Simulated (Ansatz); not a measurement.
**Cd: densities and their changes**

Space group P6_3/mmc; the calculation finds a residual pressure of about 3 GPa at this fixed cell.

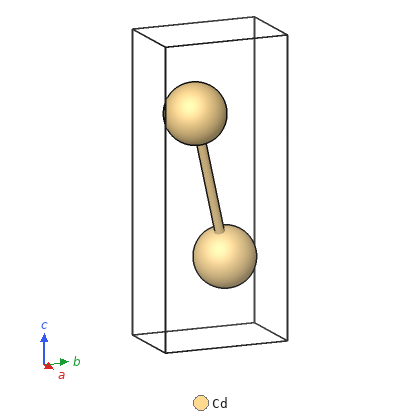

The conventional cell.

The calculation's input:

```
crystal:
  lattice:
    - [2.97887, 0.0, 0.0]
    - [-1.489435, 2.5797770946, 0.0]
    - [0.0, 0.0, 5.61765]
  atoms:
    - { symbol: Cd, position: [0.3333333333, 0.6666666667, 0.25] }
    - { symbol: Cd, position: [0.6666666667, 0.3333333333, 0.75] }
basis:
  ecutwfc: 420
  fft_grid_basis: typed
kpoints:
  mp_grid: { grid: [15, 15, 6] }
hamiltonian:
  xc: pbe
scf:
  occupations: { method: gaussian, width: 0.05 }
output:
  forces: true
  stress: true
  eigenvalues: true
  bader: true
  write_density: true
  volumetric_format: npy
  elf: true
```

Run with:

```sh
ansatz run input.yaml --threads 1 --pin off --max-ram 2560MiB --backend cpu --events-out ev --progress --plain --runs-dir out
```

The picture shows the conventional cell (a = 2.98 Å, b = 2.98 Å, c = 5.62 Å, α = 90.00°, β = 90.00°, γ = 120.00°).

Theory: DFT PBE, scalar-relativistic, plane waves, PAW (Ansatz).

Core electrons are frozen (PAW), so the maps are meaningful between the atoms, not at the nuclei.

## 1. Bonding charge

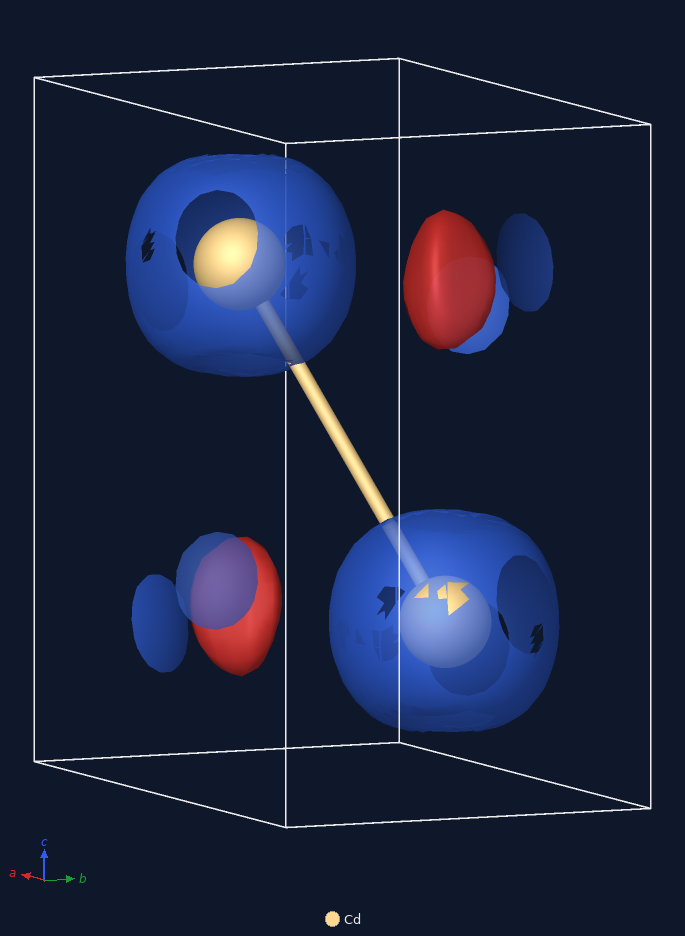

Bonding charge density, ρ(crystal) − Σ ρ(neutral atoms): red surfaces at +0.03 and blue ones at −0.03 e/Å³, in the conventional cell seen at an oblique angle (the regions close to the nuclei are left out). Cores are masked to 0.9 Å (Cd).

Question: Describe the bonding charge.

Answer: Cd–Cd (2.98 Å): Δρ is +0.02 e/Å³ at the midpoint.
Over the whole cell, outside the masked cores, the largest gain, 0.04 e/Å³, lies 1.7 Å from a cadmium nucleus, and the largest loss lies at the edge of the masked core of Cd.
In all about 0.17 e an atom is rearranged against the free atoms.

## 2. States by energy

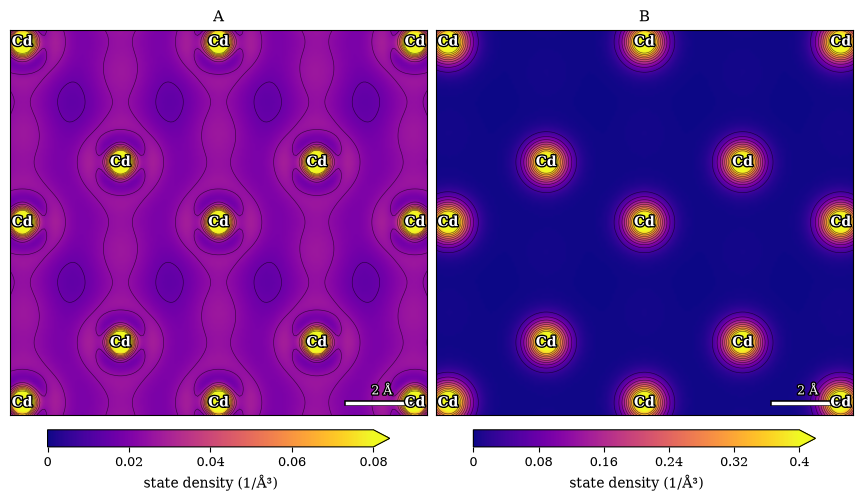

Cd: densities of the states in two energy windows, on the (110) plane of the conventional cell.

Question: Match the panels to the energy ranges (zero at the Fermi level): −10.1 to −6.7 eV and −6.7 to −3.4 eV.

Answer: Panel A: −6.7 to −3.4 eV, the middle third of the occupied valence band, mainly Cd 5s (90 %).
Panel B: −10.1 to −6.7 eV, the lower third of the occupied valence band, mainly Cd 4d (over 95 %).
The characters are Löwdin shares on a minimal set of atomic orbitals.

## 3. Change of volume

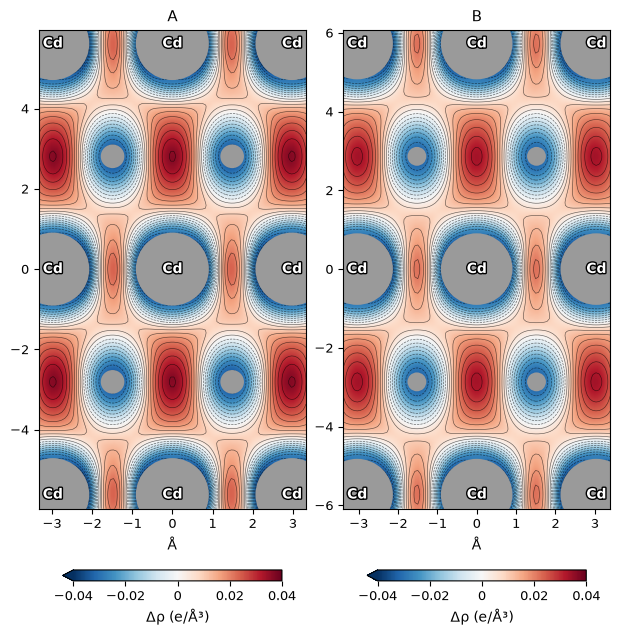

Cd: deformation density on the (100) plane of the conventional cell at two volumes, with the same fractional coordinates and one colour scale. Grey discs cover the cores. Panel B has 106 % of the volume of panel A.

Question: How do bonds, bonding charge and pressure respond to this change of volume?

Answer: From A to B, Cd–Cd goes from 2.98 to 3.04 Å, and Δρ at its midpoint stays at +0.02 e/Å³.
- The pressure is 2.8 GPa in A and −0.2 GPa in B.
- The rearranged charge is 0.17 e an atom in A and 0.17 e in B.

## 4. Another level of theory

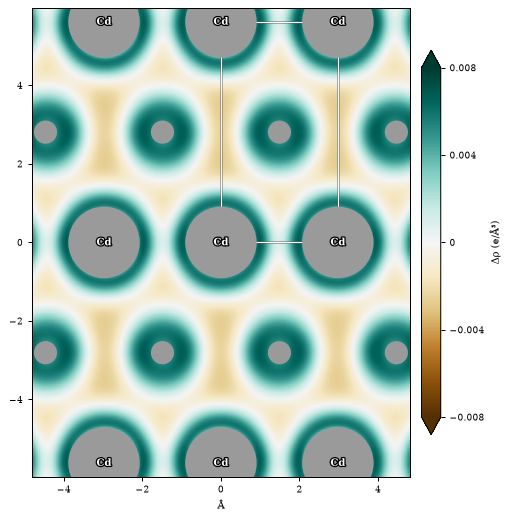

Cd: difference of two self-consistent densities at the same geometry, ρ(LDA) − ρ(PBE), on the (010) plane of the conventional cell. Grey discs cover the cores, where the PAW densities can't be compared. Cores are masked to 0.9 Å (Cd).

Both runs: Ansatz, scalar-relativistic, plane waves and PAW, same cutoff, k-points and PAW files (made with PBE).

Question: How does the change of level move the electrons?

Answer: Against PBE, and outside the masked cores, the largest gain, 0.007 e/Å³, lies 1.0 Å from a cadmium nucleus, and the largest loss, 0.003 e/Å³, lies 2.2 Å from a cadmium nucleus.
At this volume the pressure is 3 GPa with PBE and −5 GPa with LDA.

## 5. Moving an atom

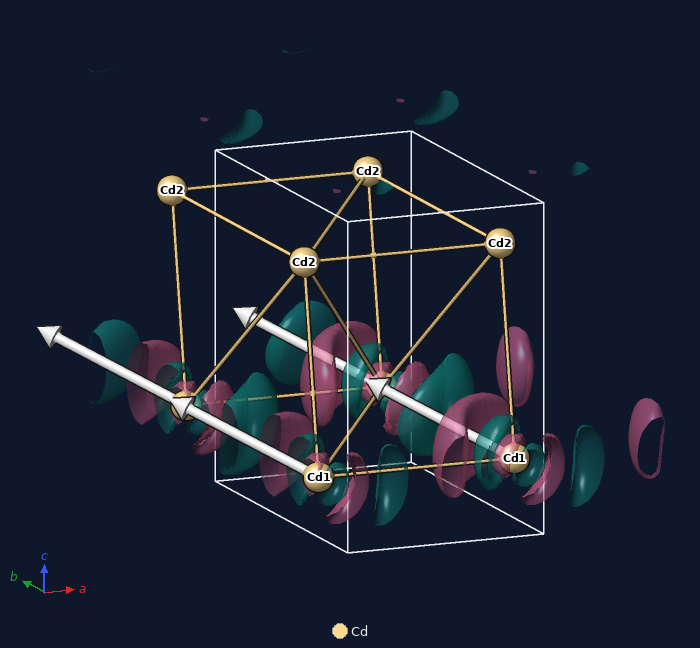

Cd1 was moved by 0.15 Å roughly along [−2 2 1] in the axes of the cell drawn (arrow, not to scale). Change of the density less the rigid motion of the neutral atom's own density: teal surfaces at +0.01 and pink ones at −0.01 e/Å³, in the cell of the calculation (origin moved) seen at an oblique angle.

Question: Describe the electronic response.

Answer: About 0.05 e is rearranged in the cell. Outside the cores the largest gain, 0.02 e/Å³, lies 1.0 Å from a cadmium nucleus, and the largest loss lies at the edge of the masked core of Cd.

Question: How much does the computed force on the atom change?

Answer: The force on it changes by 0.06 eV/Å along the move, against it: a stiffness of about 0.43 eV/Å² for this sublattice shift.

## 6. Putting it together

The two pressures give a mean stiffness −ΔP/Δln V of about 50 GPa over this range, with the atoms held at their fractional positions.

Run times: 5.6 s (base cell), 1.8 s (state densities), 5.6 s (scaled cell), 4.5 s (LDA) and 15 s (moved atom), on 1 thread of AMD EPYC 9R45 96-Core Processor (Zen 5) (shared host).
